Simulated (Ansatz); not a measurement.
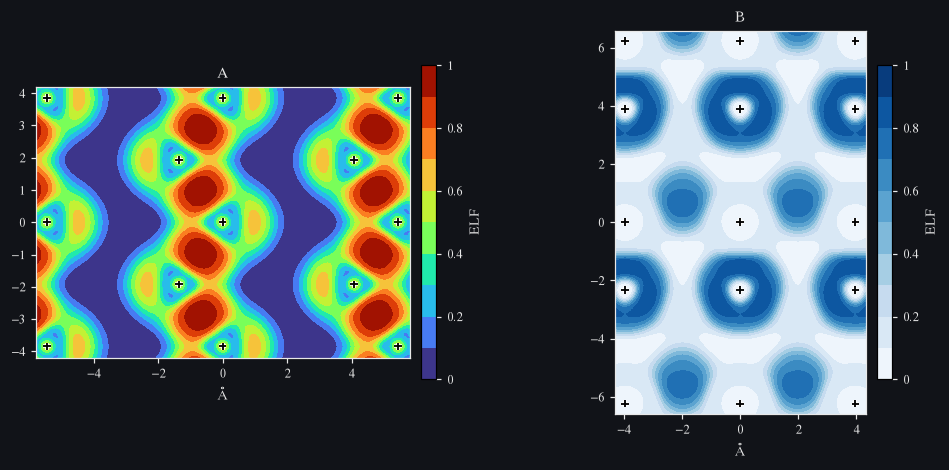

The electron localisation function of 2 systems, each on a plane through atoms (crosses mark nuclei in the plane).

All numbers below come from Ansatz, DFT r2SCAN, scalar-relativistic, plane waves, PAW.

System 1: Si, the (011) plane of the conventional cell. Space group Fd-3m.

System 2: ZnS, the (010) plane of the conventional cell. Space group Cmc2₁; changed on purpose from its base cell (strain +0.0400 x Voigt [1, 0, 0, 0, 0, 0], atoms carried along); computed pressure about −3 GPa in this cell.

```
Zn S
1.0
     3.96109    0.00000    0.00000
     0.00000   -6.59693    0.00000
     0.00000    0.00000  -12.46647
Zn S
8 8
Direct
  0.50000 0.50000 0.99989
  0.00000 0.00000 0.99989
  0.50000 0.50000 0.49989
  0.00000 0.00000 0.49989
  0.00000 0.66667 0.74993
  0.50000 0.16667 0.74993
  0.50000 0.83333 0.24993
  0.00000 0.33333 0.24993
  0.50000 0.50000 0.81276
  0.00000 0.00000 0.81276
  0.50000 0.50000 0.31276
  0.00000 0.00000 0.31276
  0.00000 0.66667 0.56242
  0.50000 0.16667 0.56242
  0.50000 0.83333 0.06242
  0.00000 0.33333 0.06242
```

> Which map belongs to which system?

Panel A is system 1, Si: the plane holds Si. Si–Si (2.36 Å): the ELF peaks at about 0.95 between the atoms: localised, covalent bonding. Panel B is system 2, ZnS: the plane holds Zn and S. Zn–S (2.33 Å): the ELF peaks at about 0.90 in the valence shell of S, 0.9 Å from its nucleus, and is about 0.60 at the midpoint.
